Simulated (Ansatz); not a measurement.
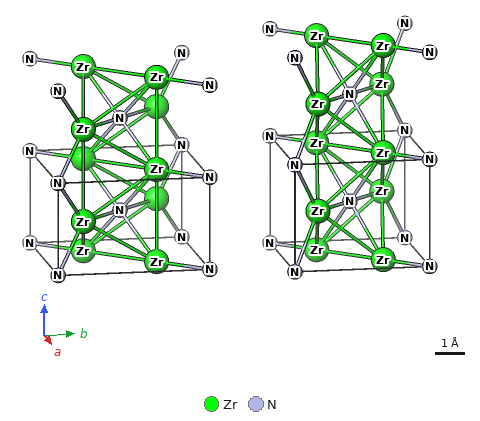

Two geometries of solid Zr₂N (set up in P4_2/mnm), drawn at one scale. One is the start of a relaxation, the other its converged end. Style: ball-and-stick. Shown: the cell of the calculation, repeated 1 × 1 × 2 with one cell outlined, slightly off an axis.

Computed with DFT PBEsol, scalar-relativistic, plane waves, PAW in Ansatz. (plane-wave cutoff 420 eV; k-point mesh 1 × 1 × 1; occupations gaussian; smearing width 0.1 eV; no spin polarisation; cell and atoms relaxed; force threshold 0.01 eV/Å; at most 60 steps)

Q: Which geometry has the lower energy?

A: The right one is the relaxed one. Case: relaxed kmesh: [1, 1, 1] Gamma-centred. The largest moves relative to the cell, 0.033 Å, are those of Zr atoms. N stays in place. The drawn cell changes as follows: a = b 5.413 → 4.806 Å (−11.2 %), c 3.308 → 3.844 Å (+16.2 %); the volume changes by −8.4 %. Near-neighbour distances that change, for instance: Zr–Zr 3.308 → 3.844 Å, Zr–Zr 3.892 → 3.444 Å, N–Zr 2.267 → 1.979 Å, Zr–Zr 3.121 → 2.838 Å. Among the angles between lasting bonds that change: Zr–N–Zr 86.7° → 72.9°, Zr–N–Zr 93.3° → 107.1°. The space group stays P4_2/mnm (No. 136). The energy falls by 524 meV per atom in 10 accepted moves (13 points after the start). Largest force component: 0.074 eV/Å at the start, under 0.0001 eV/Å at the end. The pressure goes from 5.30 to 0.01 GPa. The line search rejected the trial step at point 5 of the run. The SCF was repeated twice at an unchanged geometry on a basis and grid sized afresh for the cell, which shifted the energy by 3.9 meV per atom at most. The run took 8.8 s on 1 thread of Arm Neoverse V1 (shared host), peak memory 0.3 GiB.
